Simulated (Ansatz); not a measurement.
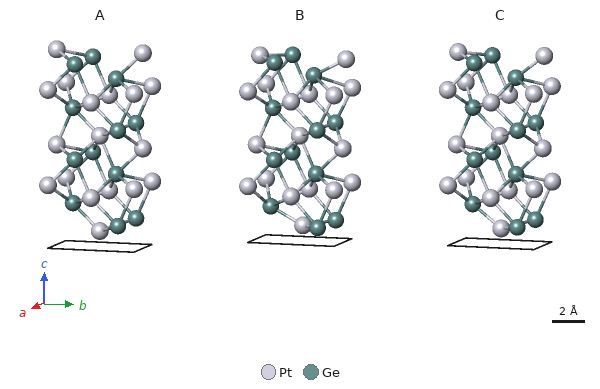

3 geometries from one relaxation of a slab of composition GePt (cut from the Pnma phase), in shuffled order. A ball-and-stick model of the cell of the calculation, outlined in the plane, without the vacuum (origin shifted), seen slightly off an axis.

The slab is the (0 0 1) face of GePt.

Level of theory: Ansatz, DFT PBE, scalar-relativistic, plane waves, PAW. (plane-wave cutoff 420 eV; k-point mesh 9 × 6 × 1; occupations gaussian; smearing width 0.1 eV; no spin polarisation; dipole correction; atoms relaxed in a fixed cell; force threshold 0.02 eV/Å; at most 60 steps)

Order the frames from highest to lowest energy.

Answer. A, C, B. They are steps 0, 1, 5, at +1.143 eV per cell of the calculation, +0.340 eV per cell of the calculation relative to the last. The largest moves relative to the layer's centre, 0.44 Å, are those of Pt atoms. Largest moves by element: Pt 0.44 Å, Ge 0.26 Å. The cell doesn't change. Some distances before and after: Ge–Pt 2.702 → 2.466 Å, Ge–Pt 2.702 → 2.898 Å, Ge–Pt 2.512 → 2.659 Å, Ge–Pt 2.678 → 2.589 Å. Among the angles between lasting bonds that change: Ge–Pt–Ge 108.9° → 123.1°, Pt–Ge–Pt 119.9° → 108.7°, Pt–Ge–Pt 87.7° → 98.8°. After 4 accepted moves (5 points after the start) the energy has fallen by 1.143 eV per cell of the calculation. The largest force component goes from 1.7 to 0.016 eV/Å. The line search rejected the trial step at point 4 of the run.
